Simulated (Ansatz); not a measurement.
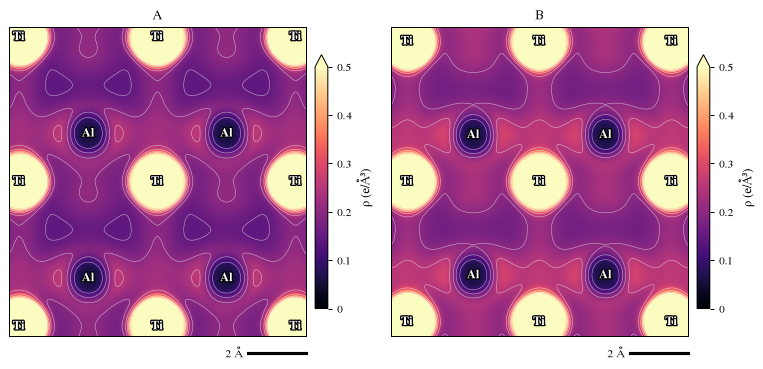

TiAl. The valence electron density of two cells that differ in size and shape, on the (110) plane of each (indices in the axes of the calculation cell), at one length scale and on one colour scale; one has 15.2 and the other 16.9 Å³ an atom.

These are results of DFT r2SCAN, scalar-relativistic, plane waves, PAW in Ansatz 0.2.0, not measurements.

The density is the valence pseudo-density of a PAW calculation; it isn't the true density close to the nuclei.

### Which panel shows the smaller cell, and what does the compression change?

Panel B is the smaller cell, by 10 % in volume. From the larger cell to the smaller, Ti–Al goes from 2.89 to 2.78 Å, and the density at its midpoint from 0.2 to 0.22 e/Å³; the pressure goes from −2.8 to 11 GPa.
